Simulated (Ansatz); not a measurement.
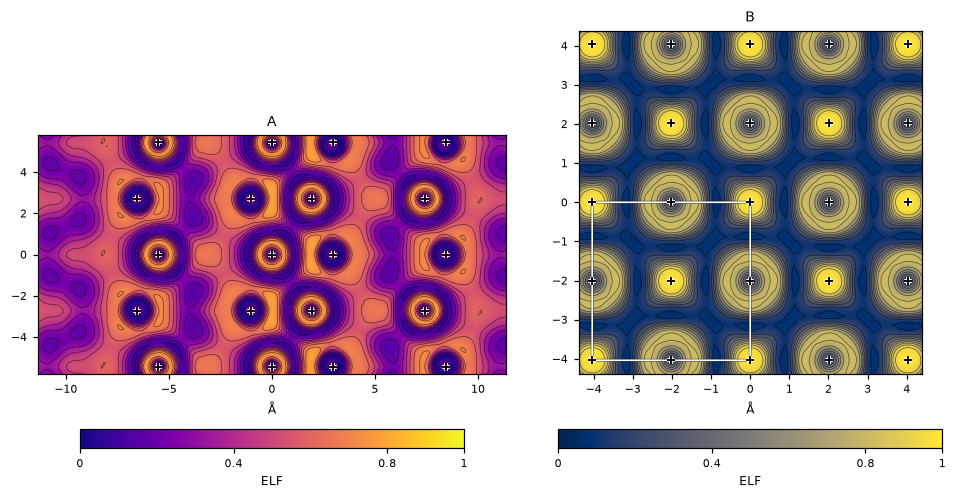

The ELF of 2 systems, each on a plane through atoms (crosses mark nuclei in the plane).

Level of theory: Ansatz, DFT PBEsol, scalar-relativistic, plane waves, PAW.

System 1: ScAl, the (101) plane of the conventional cell. Space group Cmcm; a structure from a database of computed crystals, not necessarily the ambient phase; not relaxed (largest force 0.6 eV/Å).

```
Sc Al
1.0
     3.29071    0.00000    0.00000
     0.00000   22.03454    0.00000
     0.00000    0.00000    4.33681
Sc Al
8 8
Direct
  0.50000 0.20637 0.75000
  0.00000 0.70637 0.75000
  0.50000 0.95637 0.75000
  0.00000 0.45637 0.75000
  0.50000 0.04363 0.25000
  0.00000 0.54363 0.25000
  0.50000 0.79363 0.25000
  0.00000 0.29363 0.25000
  0.50000 0.34020 0.75000
  0.00000 0.84020 0.75000
  0.50000 0.59020 0.75000
  0.00000 0.09020 0.75000
  0.50000 0.40980 0.25000
  0.00000 0.90980 0.25000
  0.50000 0.65980 0.25000
  0.00000 0.15980 0.25000
```

System 2: CoO, the (100) plane of the conventional cell. Space group Fm-3m; a structure from a database of computed crystals, not necessarily the ambient phase; computed without spin polarisation.

```xyz
8
Lattice="2.8545 1.6480 -2.3303 0.0000 3.2960 2.3303 2.8545 -1.6480 2.3303" Properties=species:S:1:pos:R:3 pbc="T T T"
Co    0.0000    0.0000    0.0000
Co    2.8545    0.0000    0.0000
Co    1.4272    2.4720    0.0000
Co    1.4272    0.8240    2.3303
O     1.4272    0.8240   -1.1652
O     1.4272   -0.8240    1.1652
O     0.0000    1.6480    1.1652
O     2.8545    1.6480    1.1652
```

**Match each panel to its system.**

Panel A is system 1, ScAl: the plane holds Sc and Al. Sc–Al (2.91 Å): the ELF peaks at about 0.65 in the valence shell of Al, 1.1 Å from its nucleus, and is about 0.35 at the midpoint. Panel B is system 2, CoO: the plane holds Co and O. Co–O (2.02 Å): the ELF peaks at about 0.80 in the valence shell of O, 0.6 Å from its nucleus, and is about 0.15 at the midpoint; no shared electron pair shows on this line.
